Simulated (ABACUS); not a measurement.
## Band-structure run of CuI (part 2 of 2)

The same run, continued: CuI (4 atoms in the cell); Kohn-Sham DFT of a periodic cell, PBEsol, PseudoDojo NC SR 0.5 PBE standard, no spin polarisation (ABACUS 3.10.1); cutoff 1251.72 eV, fermi-dirac of 0.05 eV. The structure derives from a Materials Project entry. It belongs to a series of runs on one base structure; here: bands on the converged density.

Geometry of the input (Å; fractional positions):
```
4.0902  0.0000  0.0000
0.0000  4.0902  0.0000
0.0000  0.0000  6.5515
I  0.0000  0.5000  0.7430
I  0.5000  0.0000  0.2570
Cu 0.0000  0.0000  0.0000
Cu 0.5000  0.5000  0.0000
```

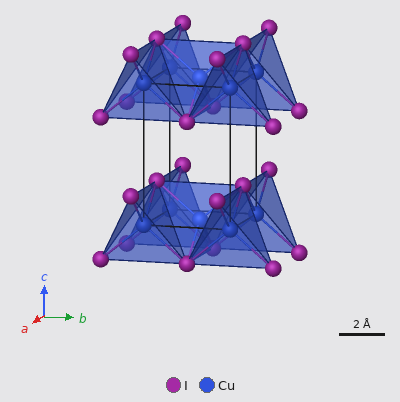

Figure 1. The input geometry (polyhedral view of the cell of the calculation, seen slightly off an axis; polyhedra are completed across the faces of the cell). An atom can appear more than once, as a periodic image.

## What the program printed, continued
```
 Density error is 0.00000000000
                          Error Threshold = 1.00000000000e-07
----------------------------------------------------------
     Energy           Rydberg                 eV
----------------------------------------------------------
 E_KohnSham     -809.1683882277      -11009.3007213730
 E_KS(sigma->0) -809.1683882240      -11009.3007213220
 E_Harris       -809.1683882277      -11009.3007213730
 E_band         -77.5800019595       -1055.5300775005
 E_one_elec     -866.4477311857      -11788.6261632974
 E_Hartree      448.8442708442       6106.8395981364
 E_xc           -108.2202654736      -1472.4122495135
 E_Ewald        -283.3446624052      -3855.1019065967
 E_entropy(-TS) -0.0000000075        -0.0000001019
 E_descf        0.0000000000         0.0000000000
 E_exx          0.0000000000         0.0000000000
 E_Fermi        0.5560666248         7.5656745650
----------------------------------------------------------

 charge density convergence is achieved
 final etot is -11009.300721 eV
 EFERMI = 7.5656745650 eV

 STATE ENERGY(eV) AND OCCUPATIONS    NSPIN == 1
 1/24 kpoint (Cartesian) = 0.0000 0.0000 0.0000 (11033 pws)
       1       -104.810      0.0215054
       2       -104.809      0.0215054
       3       -62.2481      0.0215054
       4       -62.2481      0.0215054
       5       -62.2363      0.0215054
       6       -62.2363      0.0215054
       7       -62.2328      0.0215054
       8       -62.2307      0.0215054
       9       -7.13069      0.0215054
      10       -6.42913      0.0215054
      11       0.927647      0.0215054
      12        2.99601      0.0215054
      13        3.19878      0.0215054
      14        3.19878      0.0215054
      15        3.49635      0.0215054
      16        3.49635      0.0215054
      17        4.14678      0.0215054
      18        4.80884      0.0215054
      19        4.92938      0.0215054
      20        5.31896      0.0215054
      21        5.43514      0.0215054
      22        5.43514      0.0215054
      23        5.65590      0.0215054
      24        5.99060      0.0215054
      25        6.80854      0.0215054
      26        6.80854      0.0215054
      27        8.25047    2.42380e-08
      28        9.70901    5.19762e-21
      29        10.0369    7.37260e-24
      30        11.6725    4.58660e-38
      31        11.6725    4.58659e-38
      32        11.7254    1.59047e-38
      33        15.1679    1.99654e-68
      34        15.3136    1.08330e-69
      35        15.8855    1.16781e-74
      36        16.2510    7.80850e-78
      37        17.1739    7.52098e-86
      38        17.1739    7.52095e-86

 2/24 kpoint (Cartesian) = 0.0000 0.050000 0.0000 (11045 pws)
       1       -104.810      0.0215054
       2       -104.809      0.0215054
       3       -62.2481      0.0215054
       4       -62.2481      0.0215054
       5       -62.2364      0.0215054
       6       -62.2364      0.0215054
       7       -62.2328      0.0215054
       8       -62.2307      0.0215054
       9       -7.12101      0.0215054
      10       -6.42650      0.0215054
      11       0.943847      0.0215054
      12        2.99428      0.0215054
      13        3.16676      0.0215054
      14        3.20185      0.0215054
      15        3.44166      0.0215054
      16        3.49640      0.0215054
      17        4.15383      0.0215054
      18        4.80877      0.0215054
      19        4.93178      0.0215054
      20        5.31244      0.0215054
      21        5.37947      0.0215054
      22        5.42178      0.0215054
      23        5.66811      0.0215054
      24        6.01622      0.0215054
      25        6.71848      0.0215054
      26        6.80489      0.0215054
      27        8.35537    2.97417e-09
      28        9.75473    2.08291e-21
      29        10.0994    2.11332e-24
      30        11.6396    8.85077e-38
      31        11.6947    2.93794e-38
      32        11.7871    4.63002e-39
      33        15.1638    2.16928e-68
      34        15.3956    2.10341e-70
      35        15.7530    1.65460e-73
      36        16.2797    4.39603e-78
      37        16.7662    2.61907e-82
      38        17.1939    5.04797e-86

 3/24 kpoint (Cartesian) = 0.0000 0.10000 0.0000 (11035 pws)
       1       -104.810      0.0215054
       2       -104.809      0.0215054
       3       -62.2478      0.0215054
       4       -62.2478      0.0215054
       5       -62.2366      0.0215054
       6       -62.2366      0.0215054
       7       -62.2328      0.0215054
       8       -62.2307      0.0215054
       9       -7.09240      0.0215054
      10       -6.41915      0.0215054
      11       0.991848      0.0215054
      12        2.97951      0.0215054
      13        3.07360      0.0215054
      14        3.21088      0.0215054
      15        3.29649      0.0215054
      16        3.49630      0.0215054
      17        4.17488      0.0215054
      18        4.80841      0.0215054
      19        4.93365      0.0215054
      20        5.26469      0.0215054
      21        5.29285      0.0215054
      22        5.38625      0.0215054
      23        5.70055      0.0215054
      24        6.05274      0.0215054
      25        6.51697      0.0215054
      26        6.79366      0.0215054
      27        8.60156    2.16264e-11
      28        9.83229    4.41558e-22
      29        10.3003    3.80407e-26
      30        11.6005    1.93508e-37
      31        11.7607    7.85491e-39
      32        11.9603    1.44946e-40
      33        15.0958    8.44263e-68
      34        15.5057    2.32565e-71
      35        15.5859    4.67792e-72
      36        16.1954    2.37291e-77
      37        16.3298    1.61632e-78
      38        17.1741    7.49637e-86

 4/24 kpoint (Cartesian) = 0.0000 0.15000 0.0000 (11023 pws)
       1       -104.810      0.0215054
       2       -104.809      0.0215054
       3       -62.2475      0.0215054
       4       -62.2475      0.0215054
       5       -62.2370      0.0215054
       6       -62.2370      0.0215054
       7       -62.2327      0.0215054
       8       -62.2308      0.0215054
       9       -7.04619      0.0215054
      10       -6.40869      0.0215054
      11        1.06968      0.0215054
      12        2.89142      0.0215054
      13        2.92857      0.0215054
      14        3.14621      0.0215054
      15        3.22536      0.0215054
      16        3.49537      0.0215054
      17        4.20966      0.0215054
      18        4.80745      0.0215054
      19        4.92052      0.0215054
      20        5.16121      0.0215054
      21        5.26036      0.0215054
      22        5.33541      0.0215054
      23        5.74735      0.0215054
      24        6.05687      0.0215054
      25        6.29811      0.0215054
      26        6.77414      0.0215054
      27        8.89583    6.01173e-14
      28        9.89529    1.25249e-22
      29        10.5348    3.49181e-28
      30        11.7268    1.54781e-38
      31        11.8678    9.22478e-40
      32        12.2051    1.08325e-42
      33        14.7896    3.86011e-65
      34        15.4586    5.96764e-71
      35        15.6489    1.32683e-72
      36        15.7545    1.60594e-73
      37        16.2842    4.01746e-78
      38        16.9202    1.20246e-83

 5/24 kpoint (Cartesian) = 0.0000 0.20000 0.0000 (11007 pws)
       1       -104.810      0.0215054
       2       -104.809      0.0215054
       3       -62.2470      0.0215054
       4       -62.2470      0.0215054
       5       -62.2375      0.0215054
       6       -62.2374      0.0215054
       7       -62.2326      0.0215054
       8       -62.2309      0.0215054
       9       -6.98459      0.0215054
      10       -6.39771      0.0215054
      11        1.17339      0.0215054
      12        2.66161      0.0215054
      13        2.74832      0.0215054
      14        3.09101      0.0215054
      15        3.24453      0.0215054
      16        3.49265      0.0215054
      17        4.25764      0.0215054
      18        4.80565      0.0215054
      19        4.88060      0.0215054
      20        5.09936      0.0215054
      21        5.21584      0.0215054
      22        5.27310      0.0215054
      23        5.80595      0.0215054
      24        6.02056      0.0215054
      25        6.10747      0.0215054
      26        6.74528      0.0215054
      27        9.19345    1.56267e-16
      28        9.95119    4.09434e-23
      29        10.6489    3.56514e-29
      30        12.0117    5.18321e-41
      31        12.1672    2.31103e-42
      32        12.4480    8.41027e-45
      33        14.3590    2.11933e-61
      34        15.1489    2.92016e-68
      35        15.6055    3.16002e-72
      36        15.6776    7.46864e-73
      37        16.2632    6.12155e-78
      38        16.4910    6.42321e-80

 6/24 kpoint (Cartesian) = 0.0000 0.25000 0.0000 (11012 pws)
       1       -104.810      0.0215054
       2       -104.809      0.0215054
       3       -62.2464      0.0215054
       4       -62.2464      0.0215054
       5       -62.2381      0.0215054
       6       -62.2380      0.0215054
       7       -62.2325      0.0215054
       8       -62.2310      0.0215054
       9       -6.91069      0.0215054
      10       -6.38956      0.0215054
      11        1.29546      0.0215054
      12        2.38366      0.0215054
      13        2.55706      0.0215054
      14        3.06503      0.0215054
      15        3.26745      0.0215054
      16        3.48716      0.0215054
      17        4.31794      0.0215054
      18        4.80313      0.0215054
      19        4.82814      0.0215054
      20        5.06519      0.0215054
      21        5.16140      0.0215054
      22        5.20125      0.0215054
      23        5.87560      0.0215054
      24        5.95390      0.0215054
      25        5.95862      0.0215054
      26        6.70585      0.0215054
      27        9.47849    5.22438e-19
      28        10.0054    1.38469e-23
      29        10.7061    1.13642e-29
      30        12.1865    1.57254e-42
      31        12.5971    4.26932e-46
      32        12.8196    4.98262e-48
      33        13.9278    1.18030e-57
      34        14.7034    2.16451e-64
      35        15.3587    4.39534e-70
      36        15.9210    5.74075e-75
      37        16.1248    9.74858e-77
      38        16.4281    2.26164e-79

[... levels at 18 further k points ...]

 --------------------------------------------
 !FINAL_ETOT_IS -11009.30072137300 eV
 --------------------------------------------

 Output bands in file: OUT.CuI/BANDS_1.dat
```

## Standard output
```
ABACUS v3.10.1

               Atomic-orbital Based Ab-initio Computation at UStc

 dft_functional readin is: pbesol
 dft_functional in pseudopot file is: PBE
 Please make sure this is what you need
 dft_functional readin is: pbesol
 dft_functional in pseudopot file is: PBE
 Please make sure this is what you need

%%%%%%%%%%%%%%%%%%%%%%%%%%%%%%%%%%%%%%%%%%%%%%%%%%%%%%%%%%%%%%%%%%%%%%%%%%%%%%%%%%%%%%%%%%%%%%%%%%%%%%%%%
 Warning: the number of valence electrons in pseudopotential > 11 for Cu: [Ar] 3d10 4s1
 Pseudopotentials with additional electrons can yield (more) accurate outcomes, but may be less efficient.
 If you're confident that your chosen pseudopotential is appropriate, you can safely ignore this warning.
%%%%%%%%%%%%%%%%%%%%%%%%%%%%%%%%%%%%%%%%%%%%%%%%%%%%%%%%%%%%%%%%%%%%%%%%%%%%%%%%%%%%%%%%%%%%%%%%%%%%%%%%%

 UNIFORM GRID DIM        : 48 * 48 * 75
 UNIFORM GRID DIM(BIG)   : 48 * 48 * 75
 ---------------------------------------------------------
 ---------------------------------------------------------
 SPIN    KPOINTS         PROCESSORS  THREADS
 1       93              4           4
 ---------------------------------------------------------
 Use plane wave basis
 ---------------------------------------------------------
 ELEMENT NATOM       XC
 I       2
 Cu      2
 ---------------------------------------------------------
 Initial plane wave basis and FFT box
 ---------------------------------------------------------
 -------------------------------------------
 NONSELF-CONSISTENT :
 -------------------------------------------
 START CHARGE      : file
 ITER       ETOT/eV          EDIFF/eV         DRHO     TIME/s
 DA1     -1.10093007e+04   0.00000000e+00   0.0000e+00  85.75
```

## Key numbers

| quantity | value |
| --- | --- |
| outcome | converged |
| space group (tolerance 0.01 Å) | P4/nmm (129) |
| electrons treated | 52 |
| Fermi energy | 7.564 eV |
| gap on the band path | 1.44 eV |
| wall time | 88 s (CPU time 5.8 min) |
| peak memory | 1.4 GiB |
